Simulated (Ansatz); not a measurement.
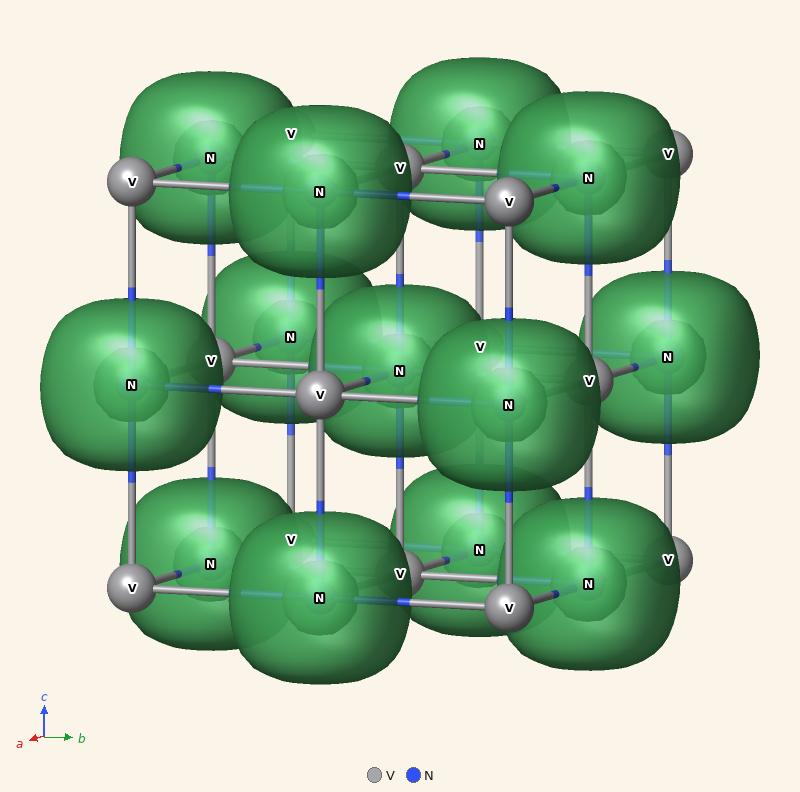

VN. Isosurface of the electron localisation function at 0.6 (green), seen slightly off an axis. Core shells and regions of very low density are left out. Sticks mark near contacts.

Space group Fm-3m; computed pressure about −3 GPa in this cell; spin-polarised.

Theory: DFT, r2SCAN, plane-wave PAW, default files, scalar-relativistic in Ansatz.

Core electrons are frozen (PAW), and the valence fields are smoothed inside the atomic spheres.

> Identify the bonds, lone pairs and shells in this picture.

At this value the surface marks out four regions wrapped around N (the valence shell of each), counted in one cell of 8 atoms. Regions shared between cells count once.

Values along the shortest contacts:
V–N (2.06 Å): the ELF peaks at about 0.80 in the valence shell of N, 0.6 Å from its nucleus, and is about 0.20 at the midpoint (no shared electron pair shows on this line).

> How are the moments arranged in this solution?

Parallel moments, as they must be, since the calculation's own cell holds one magnetic site; site moments V: +0.7 μB (×4) in one cell of 8 atoms.
